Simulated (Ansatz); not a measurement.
S32Pb33: several calculations on one system

## 1. Relaxation

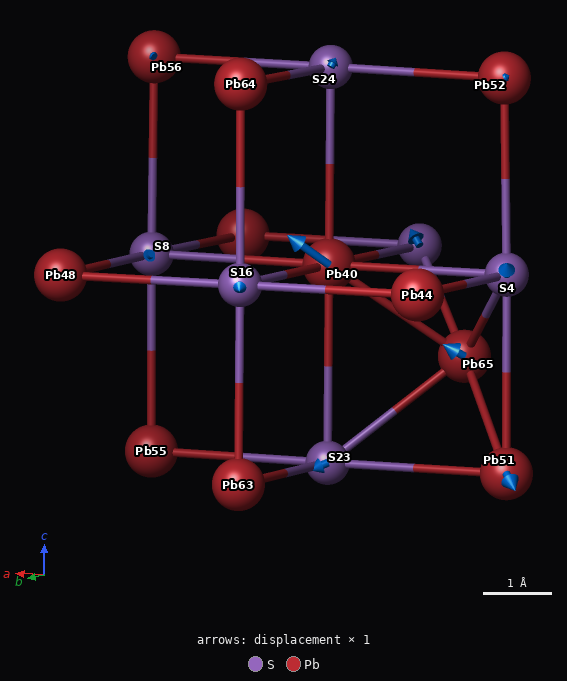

This is a relaxation of a defect cell of composition S$_{32}$Pb$_{33}$ (cell charge +1). The starting structure is drawn; blue arrows show the displacements, at their true length.

Style: ball-and-stick. Shown: the atoms within 4.2 Å of the atom that moves most (axes of the cell of the calculation (origin shifted)), from a free direction.

Theory: DFT, PBEsol, PAW, plane waves (Ansatz 0.2.0). Settings: plane-wave cutoff 420 eV; k-point mesh 1 × 1 × 1; mesh shifted by (0.25, 0.25, 0.25); collinear spin; atoms relaxed in a fixed cell; force threshold 0.03 eV/Å; at most 80 steps.

Q: Which element moves most?

A: Lead: up to 0.80 Å, against 0.33 Å for sulfur.

Q: What happened in the run?

A: The energy falls by 5.720 eV per cell of the calculation in 7 geometry steps. Largest force component: 3.5 eV/Å at the start, 0.0093 eV/Å at the end. The largest move is that of a Pb atom, 0.80 Å along [1 1 1]. By element the largest moves are Pb 0.80 Å, S 0.33 Å. The cell doesn't change. Among the contacts that change: Pb–S 2.943 → 3.540 Å, Pb–Pb 2.574 → 3.096 Å, Pb–S 2.960 → 3.398 Å, Pb–Pb 2.554 → 2.968 Å. Bond angles that change, for instance: S–Pb–S 89.8° → 109.9°, S–Pb–Pb 125.9° → 109.0°, S–Pb–Pb 123.9° → 109.1°. Cost: 10 s on 1 × NVIDIA GB200 with 8 threads of Arm Neoverse-V2, peak memory 2.1 GiB.

Limits of the set-up: the cell is charged, on a uniform background, and energies carry no finite-size correction.

## 2. Relaxation

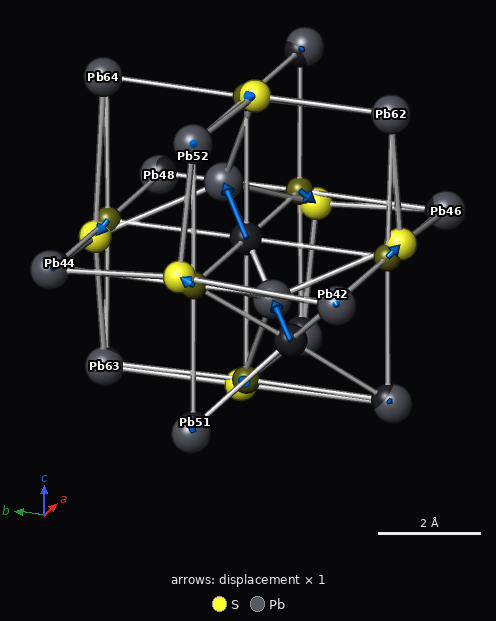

This is a relaxation of a defect cell of composition S32Pb33. The starting structure is drawn faded, the final one solid; blue arrows show the displacements, at their true length.

Style: ball-and-stick. Shown: the atoms within 5.0 Å of the atom that moves most (axes of the cell of the calculation (origin shifted)), from a free direction.

Method: DFT, PBEsol, PAW, plane waves (Ansatz). Settings: plane-wave cutoff 420 eV; k-point mesh 1 × 1 × 1; mesh shifted by (0.25, 0.25, 0.25); no spin polarisation; atoms relaxed in a fixed cell; force threshold 0.03 eV/Å; at most 80 steps.

### Atoms of which element are displaced furthest, and by how much?

Lead: up to 1.39 Å, against 0.43 Å for sulfur.

### Describe the change and its energy.

The energy falls by 6.215 eV per cell of the calculation in 9 geometry steps. The largest force component goes from 3.5 to 0.01 eV/Å. A Pb atom moves most: 1.39 Å along [1 1 1]. By element the largest moves are Pb 1.39 Å, S 0.43 Å. The cell doesn't change. Among the contacts that change: Pb–S 2.943 → 4.037 Å, Pb–Pb 2.552 → 3.215 Å, Pb–Pb 2.574 → 3.215 Å, Pb–Pb 2.594 → 3.216 Å. Among the angles between lasting bonds that change: S–Pb–Pb 125.9° → 91.7°, S–Pb–Pb 123.9° → 91.6°, S–Pb–S 89.8° → 119.9°. Cost: 7.5 s on 1 × NVIDIA GB200 with 8 threads of Arm Neoverse-V2, peak memory 2 GiB.

## 3. Defect

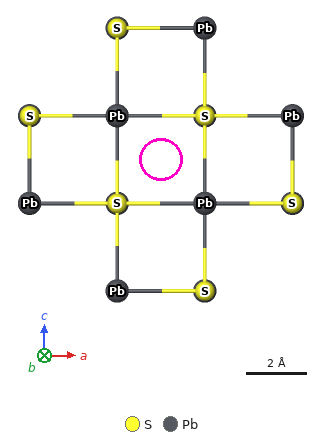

Perfect PbS. Style: ball-and-stick. Shown: the atoms within 5.4 Å of one point, in a slice 5.0 Å thick across the line of sight, along the b axis.

The calculation used Ansatz 0.2.0, DFT, PBEsol, PAW, plane waves. (plane-wave cutoff 420 eV; k-point mesh 1 × 1 × 1; mesh shifted by (0.25, 0.25, 0.25); collinear spin) Fermi-Dirac smearing of 0.01 eV. A uniform background neutralises the charged cell. The axes drawn are those of the host's conventional cell.

An extra lead atom is put between the host's atoms (an interstitial) at the ringed place, in charge state +1. The supercell has 64 sites, and the atoms are relaxed at the host's cell.

**How do the neighbours respond?**

The Pb atom starts with 4 Pb at 2.55 to 2.56 Å, 4 S at 2.55 to 2.56 Å around its place and ends with 4 S at 2.74 to 3.13 Å, 4 Pb at 2.97 to 3.10 Å. Of the host's atoms, a lead atom moves furthest from its site, by 0.84 Å. The Pb atom itself moves 0.42 Å from where it was put. The cell's net moment is 1.00 μB.

The relaxed defect, seen from the same direction:

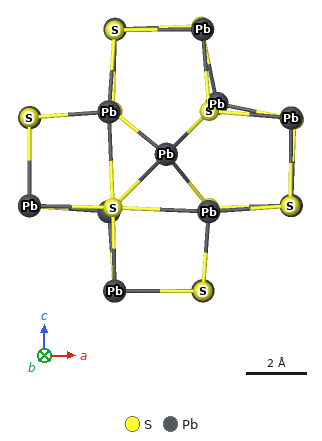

Limits of the set-up: the cell is charged, on a uniform background, and energies carry no finite-size correction.

## 4. Defect

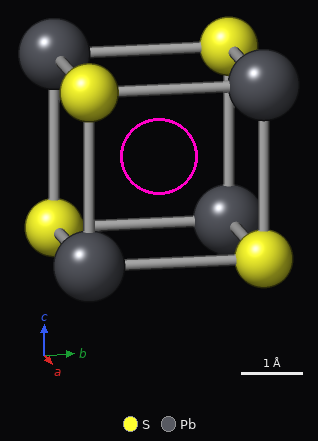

Perfect PbS. Style: ball-and-stick. Shown: the atoms within 3.8 Å of one point, slightly off an axis.

Theory: DFT, PBEsol, PAW, plane waves in Ansatz. (plane-wave cutoff 420 eV; k-point mesh 1 × 1 × 1; mesh shifted by (0.25, 0.25, 0.25); no spin polarisation) Fermi-Dirac smearing of 0.01 eV. A uniform background neutralises the charged cell. The axes drawn are those of the host's conventional cell.

An extra lead atom is put between the host's atoms (an interstitial) at the ringed place, in charge state +2. The supercell has 64 sites, and the atoms are relaxed at the host's cell.

Predict the relaxed surroundings of the defect.

The Pb atom starts with 4 Pb at 2.55 to 2.56 Å, 4 S at 2.55 to 2.56 Å around its place and ends with 4 S at 2.77 to 2.80 Å, 4 Pb at 3.06 to 3.07 Å. Of the host's atoms, a lead atom moves furthest from its site, by 0.52 Å.

The relaxed defect, seen from the same direction:

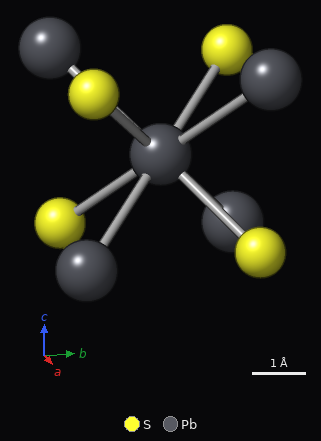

Limits of the set-up: the cell is charged, on a uniform background, and energies carry no finite-size correction.
